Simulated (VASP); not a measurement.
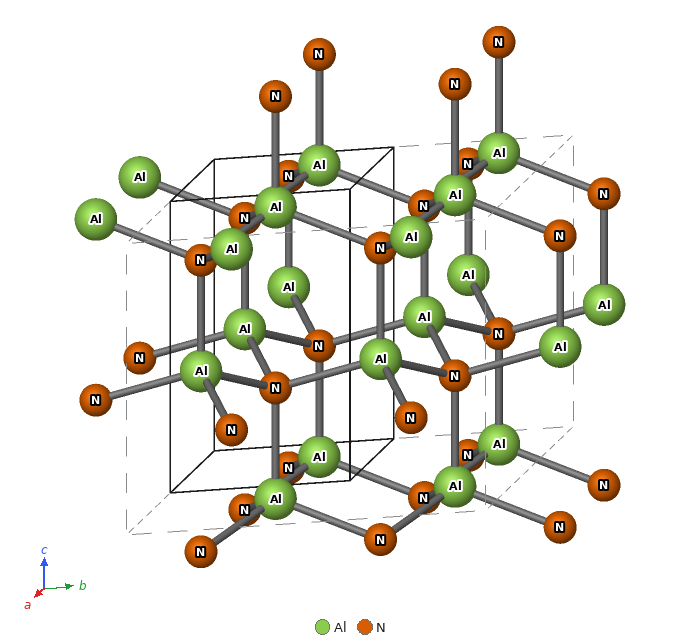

The compound is AlN (space group P6_3mc, No. 186), taken as an entry of the Crystallography Open Database, as set up for an electronic-structure calculation.

Bonds are taken as Al–N below 2.1 Å; no other contact counts. Atoms with one bond or none are removed and atoms with two bonds are replaced by edges, until no such atom is left.

> What kind of net remains, and which atoms are its nodes?

A uninodal 4-connected, three-periodic net: Al and N are 4-connected nodes.

> Does the net have a name?

It is the lon net, known from lonsdaleite, wurtzite and tridymite.

> Is the net interpenetrated?

It is a single net, without interpenetration.

> Give the point symbol of each node (shortest cycle at each angle).

Al and N: 6^6.
